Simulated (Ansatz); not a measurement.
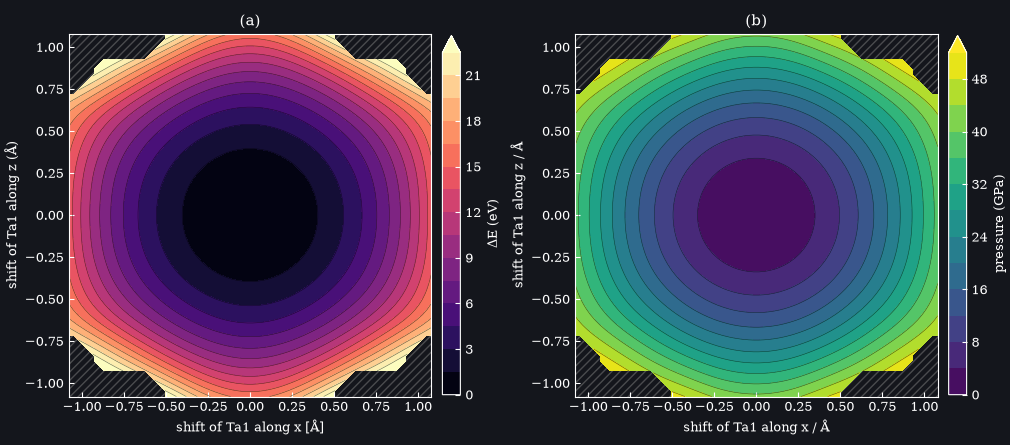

TaSi2 (P6_422, No. 181; 9 atoms in the cell). One atom moved over a plane, all else fixed (x along [1 0 0], y along [1 2 0], z along [0 0 1] of the conventional cell). Coordinates scanned: (1) shift of Ta1 along x; (2) shift of Ta1 along z. Nothing is relaxed (all other atoms fixed). The scan uses an 11 × 11 grid; 32 points were computed and 73 follow by symmetry. At 16 points there is no value (left out of the scan, as a rule where atoms come close). Energies are in eV per cell, from the lowest grid point. All numbers below come from DFT PBE, scalar-relativistic, plane waves, PAW in Ansatz 0.2.0. Settings: cutoff 420 eV, k-mesh 9×9×6 in the order of the run's cell vectors, gaussian smearing 0.15 eV, no spin polarisation.

Panel (a) is the energy and panel (b) the computed pressure on the same grid.

Drawn: filled contours, one colour for all values above the top of the scale, hatched blanks where no value was computed. Between grid points the surface is interpolated.

Q: How does the pressure vary over the map, and what is it at the lowest grid point?

A: Leaving out the highest fifth of the energies, it runs from 0.0 GPa at shift of Ta1 along x = 0.000 Å, shift of Ta1 along z = 0.000 Å to 41.0 GPa at shift of Ta1 along x = 0.000 Å, shift of Ta1 along z = −1.080 Å. At the lowest grid point, shift of Ta1 along x = 0.000 Å, shift of Ta1 along z = 0.000 Å, it is 0.0 GPa.

PAW datasets: the set soft_1.
